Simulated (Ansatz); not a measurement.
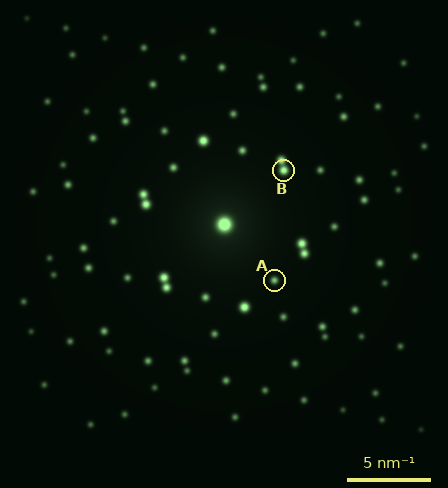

Simulated selected-area electron diffraction pattern (200 kV, kinematic approximation, thin crystal, B = 1 Å² for all atoms). Two individuals of a reflection twin are superposed (a geometric construction: whether this twin forms is not tested). Crystal: Cu, space group P6_3/mmc (No. 194), a = 2.531 Å, c = 4.128 Å (hexagonal axes), zone axis [100]. Structure: the geometry relaxed at fixed volume with DFT r2SCAN, scalar-relativistic, plane waves, PAW (Ansatz 0.2.0); the starting structure was generated, so it need not be a known form of this composition.

In the first individual spot A is 0 -1 0 and spot B is 0 0 -2.

Q: Find the twin plane.

A: (01-1). The spot positions of the combined pattern are mirror-symmetric about the row through 0 1 -1 (d = 1.936 Å), which both individuals share, while a single individual has only symmetry 2mm without that mirror line. Friedel's law adds a mirror line at right angles, along which no low-index reflection lies.

Q: Which other reflections coincide?

A: Within the frame only the reflections of the common row coincide.
